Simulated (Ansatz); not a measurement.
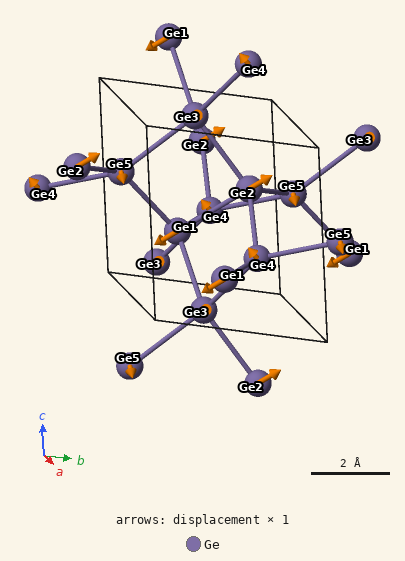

This is a relaxation of crystalline Ge (a generated structure, set up in R32) (coarse preliminary run). The starting structure is drawn; orange arrows show the displacements (the part carried along by the change of the cell is left out), at their true length.

A ball-and-stick model of the cell of the calculation, seen slightly off an axis.

Level of theory: DFT PBE, scalar-relativistic, plane waves, PAW (Ansatz).

Input file:
```yaml
crystal:
  lattice:
    - [3.8775386, 2.23869795, 2.29876272]
    - [-3.8775386, 2.23869795, 2.29876272]
    - [0.0, -4.47739591, 2.29876272]
  atoms:
    - { symbol: Ge, position: [0.32954438, 0.32954438, 0.32954438] }
    - { symbol: Ge, position: [0.67045562, 0.67045562, 0.67045562] }
    - { symbol: Ge, position: [0.61217956, 0.38782044, 0.0] }
    - { symbol: Ge, position: [0.0, 0.61217956, 0.38782044] }
    - { symbol: Ge, position: [0.38782044, 0.0, 0.61217956] }
basis:
  ecutwfc: 420
kpoints:
  mp_grid: { grid: [6, 6, 6] }
hamiltonian:
  xc: pbe
scf:
  occupations: { method: gaussian, width: 0.1 }
  lower_state_search: "off"
output:
  forces: true
  stress: true
  eigenvalues: true
relax:
  adjacent_minimum: "off"
  f_tol: 0.04
  max_steps: 70
  cell: { stress_tol: 0.4 }
```

Run as
```bash
ansatz run input.yaml --threads 1 --pin off --max-ram 2560MiB --backend cpu --events-out ev --progress --plain --runs-dir out
```

Question: What did the optimiser do to the structure, and how much energy did it gain?

Answer: The largest moves relative to the cell, 0.76 Å, are those of Ge1 and Ge2. Ge2 goes along [1 1 1]. The drawn cell changes as follows: a = b = c 5.033 → 5.157 Å (+2.5 %), α 100.8° → 105.2°, β 100.8° → 105.2°, γ 100.8° → 105.2°; the volume changes by −0.3 %. Near-neighbour distances that change, for instance: Ge1–Ge2 4.545 → 2.530 Å, Ge1–Ge2 (another image) 2.351 → 3.629 Å, Ge1–Ge3 2.402 → 2.547 Å, Ge3–Ge4 2.412 → 2.519 Å. Bonds break: Ge1–Ge2 (2.35 → 3.63 Å). Among the angles between lasting bonds that change: Ge4–Ge3–Ge5 149.5° → 119.7°, Ge1–Ge3–Ge2 137.5° → 156.3°, Ge3–Ge1–Ge4 120.0° → 110.9°. The space group stays R32 (No. 155). Over 11 accepted moves (13 points after the start) the energy falls by 388 meV per atom. The largest force component goes from 1.5 to 0.023 eV/Å. Pressure: 12.08 GPa at the start and −0.07 GPa at the end. The line search rejected the trial step at point 10 of the run. The SCF was repeated once at an unchanged geometry on a basis and grid sized afresh for the cell, which shifted the energy by 0.3 meV per atom at most.
